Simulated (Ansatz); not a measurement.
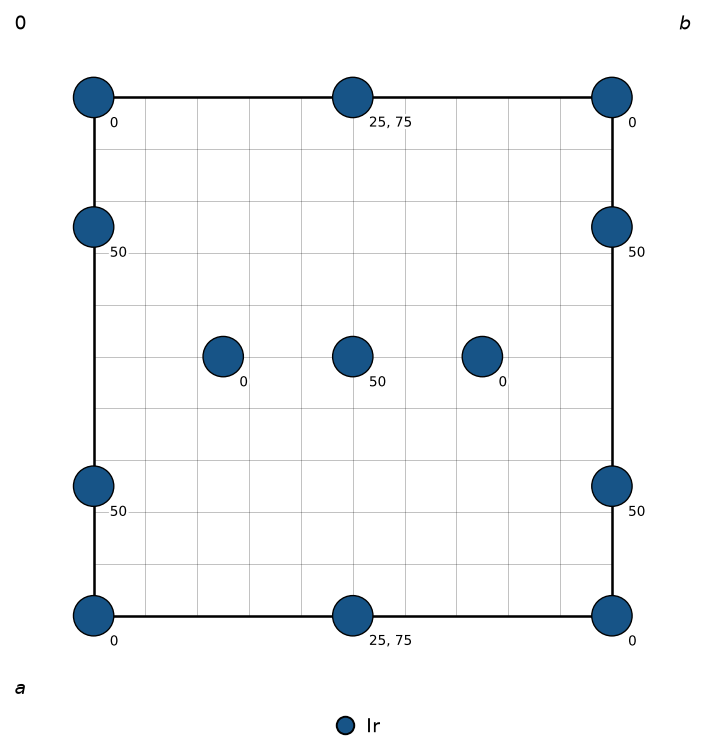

Plan of a unit cell projected along c (a down the page, b across); the numbers are heights in hundredths of c, and atoms on the cell's edges are repeated. The grid marks tenths of a and b. Source: the input geometry of an electronic-structure calculation (not necessarily at equilibrium); the starting structure was generated, so it need not be a known form of this composition. The drawing is computed from the coordinates (standard cell, symmetry found to 0.002 Å).

a = 5.032 Å, b = 5.032 Å, c = 5.032 Å, α = 90.00°, β = 90.00°, γ = 90.00°.

**What does the cell contain?**

8 Ir: Ir, Z = 8.

**Which space group?**

Pm-3n, No. 223, primitive cubic.

**Give the independent sites, coordinates to two places.**

```json
{"atom": "Ir", "site": "2a", "symmetry": "m-3.", "x": "0.00", "y": "0.00", "z": "0.00"}
{"atom": "Ir", "site": "6c", "symmetry": "-4m.2", "x": "0.25", "y": "0.00", "z": "0.50"}
```
